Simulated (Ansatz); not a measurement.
BaTiO₃ (space group P4mm, No. 99): the end point of a relaxation with DFT, PBEsol, plane waves, PAW in Ansatz 0.2.0.

```xyz
5
Lattice="3.9553 0.0000 0.0000 0.0000 3.9553 0.0000 0.0000 0.0000 4.0450" Properties=species:S:1:pos:R:3 pbc="T T T"
Ba    0.0000    0.0000    4.0370
Ti    1.9777    1.9777    1.9528
O     1.9777    1.9777    0.1128
O     1.9777    0.0000    2.0919
O     0.0000    1.9777    2.0919
```

Describe how the polyhedra about Ti are linked (bonds: O–Ti below 2.5 Å).

Ti: TiO6 octahedron, sharing corners with six neighbours.

They form a three-dimensional framework of corner-sharing octahedra.

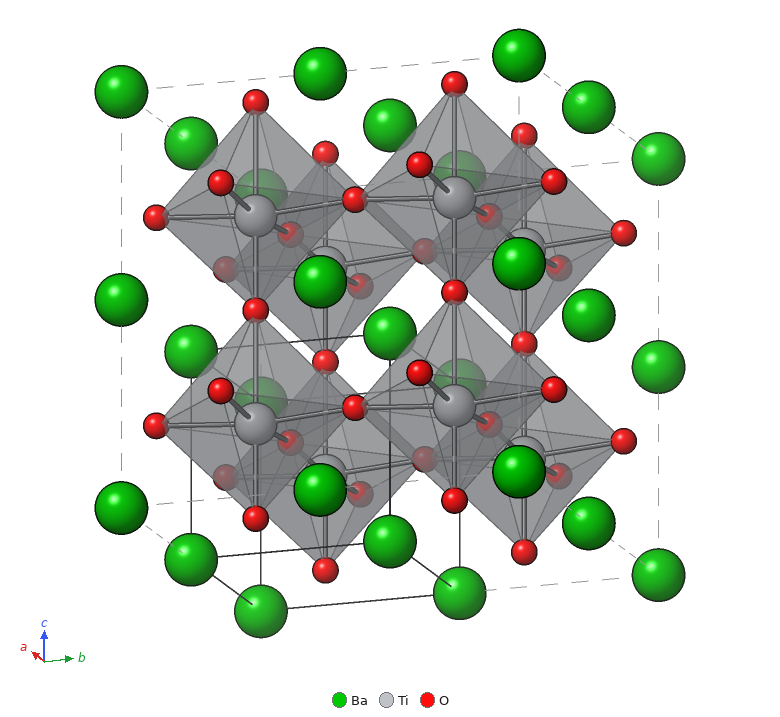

Polyhedra are drawn about Ti (bonds: O–Ti below 2.5 Å); other atoms are plain spheres.
